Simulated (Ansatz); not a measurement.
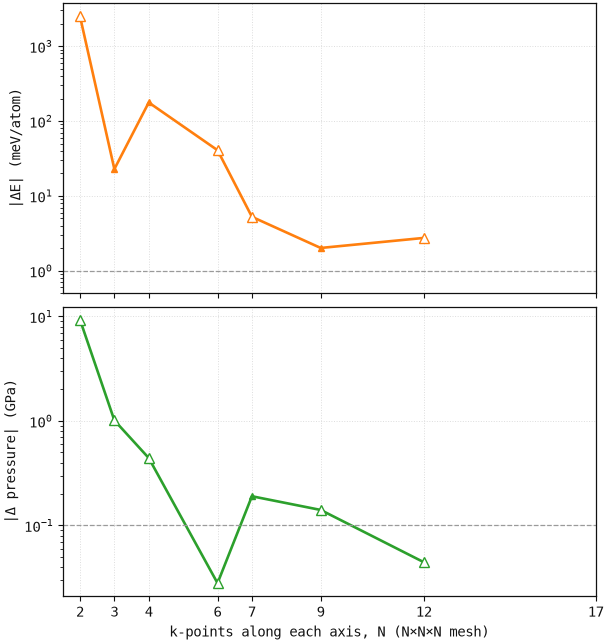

One cell, run at 8 values of the k-point mesh.
- system: Ce (Fm-3m, 1 atom in the cell)
- method: DFT, r2SCAN, plane waves (500 eV) with PAW, scalar-relativistic (Ansatz 0.2.0); Fermi–Dirac smearing of 0.1 eV, no spin polarisation
ΔE is the free energy less its value at the densest setting, 17×17×17.
Dashed lines or grey bands mark the tolerance: 1 meV/atom and 0.1 GPa.
On logarithmic panels, open markers lie below the reference value and filled ones above.

**What is enough for the free energy to 1 meV/atom?**

The free energy at the last setting but one, 12×12×12, is still more than 1 meV/atom from the densest setting's value, so the scan doesn't show it converged. It is off by 2500 meV/atom at 2×2×2, 41 meV/atom at 6×6×6 and 2.7 meV/atom at 12×12×12 (on both sides of it).

**And the pressure, to 0.1 GPa?**

The pressure is within 0.1 GPa of the densest setting's value from 12×12×12 on. The agreement at 6×6×6 is by chance. It is off by 9.3 GPa at 2×2×2, 0.028 GPa at 6×6×6 and 0.14 GPa at 9×9×9 (on both sides of it).
